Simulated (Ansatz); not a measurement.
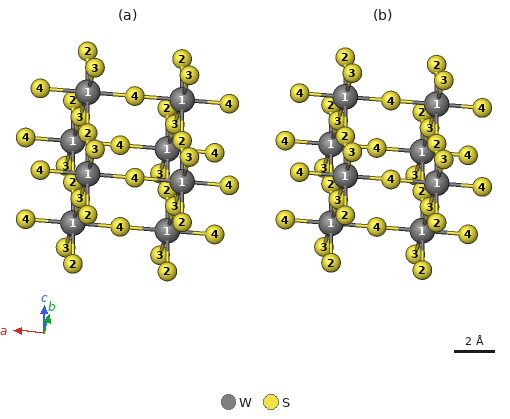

The structure of crystalline WS$_{3}$ (a generated structure, set up in Pm-3m) (coarse preliminary run) before (left) and after (right) a relaxation, at one scale.

The picture is a ball-and-stick view of the cell of the calculation, seen from a free direction.

These are results of DFT PBEsol, scalar-relativistic, plane waves, PAW (Ansatz 0.2.0), not measurements.

The input:
```yaml
crystal:
  lattice:
    - [4.795817985, 0.0, 0.0]
    - [0.0, 4.795817985, 0.0]
    - [0.0, 0.0, 4.795817985]
  atoms:
    - { symbol: W, position: [0.0, 0.0, 0.0] }
    - { symbol: S, position: [0.0, 0.0, 0.5] }
    - { symbol: S, position: [0.0, 0.5, 0.0] }
    - { symbol: S, position: [0.5, 0.0, 0.0] }
basis:
  ecutwfc: 420
kpoints:
  mp_grid: { grid: [4, 4, 4] }
hamiltonian:
  xc: pbesol
scf:
  occupations: { method: gaussian, width: 0.1 }
output:
  forces: true
  stress: true
  eigenvalues: true
relax:
  adjacent_minimum: "off"
  f_tol: 0.05
  max_steps: 80
  cell: { stress_tol: 0.5 }
```

Launched with:
```bash
ansatz run input.yaml --threads 2 --pin off --max-ram 6144MiB --backend cpu --events-out ev --progress --plain --runs-dir out
```

Question: Describe what moved and what it gained.

Answer: Over 3 accepted moves (4 points after the start) the energy falls by 0.307 eV per cell of the calculation. All forces vanish by symmetry, so only the cell relaxes. The pressure goes from −8.42 to −0.04 GPa. The SCF was repeated once at an unchanged geometry on a basis and grid sized afresh for the cell, which shifted the energy by 0.8 meV per cell of the calculation at most. No atom moves by more than 0.005 Å relative to the cell. The volume changes by −9.6 %, with a = b = c 4.796 → 4.637 Å (−3.3 %). Among the contacts that change: W1–S2 2.398 → 2.318 Å. The space group stays Pm-3m (No. 221). Cost: 13 s on 2 threads of Intel(R) Xeon(R) Processor @ 2.50GHz (Skylake/Cascade Lake), with other jobs on the host, peak memory 0.38 GiB.
